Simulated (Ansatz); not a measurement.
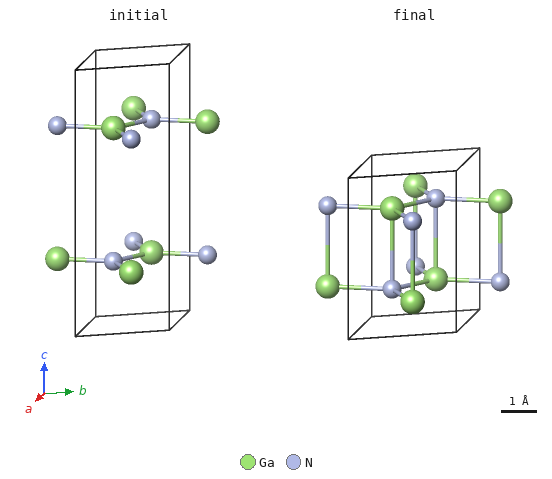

The structure of a crystal of GaN (a generated structure, set up in P6_3/mmc) (coarse preliminary run) before (left) and after (right) a relaxation, at one scale.

Style: ball-and-stick. Shown: the cell of the calculation, slightly off an axis.

Case: B → Ga on all its sites, cell and atoms relaxed.

These are results of Ansatz, DFT r2SCAN, scalar-relativistic, plane waves, PAW, not measurements. Settings: plane-wave cutoff 500 eV; k-point mesh 12 × 12 × 4; occupations gaussian; smearing width 0.1 eV; no spin polarisation; cell and atoms relaxed; force threshold 0.05 eV/Å; at most 60 steps.

### What changed between the two?

The energy falls by 989 meV per atom in 11 accepted moves (12 points after the start). All forces vanish by symmetry, so only the cell relaxes. The pressure goes from 65.78 to 0.28 GPa. At 1 point the geometry stayed and the basis and grid were re-selected for the new cell (energy shift of 2.8 meV per atom at most each time). The atoms keep their places relative to the cell (all moves are under 0.005 Å). Cell: a = b 2.865 → 3.295 Å (+15.0 %), c 7.876 → 4.773 Å (−39.4 %). Volume −19.9 %. Among the contacts that change: Ga–N 3.938 → 2.386 Å, Ga–N 1.654 → 1.902 Å. The space group stays P6_3/mmc (No. 194).

Limits of the set-up: layers or molecules are held without a dispersion correction, so their spacing is unreliable.
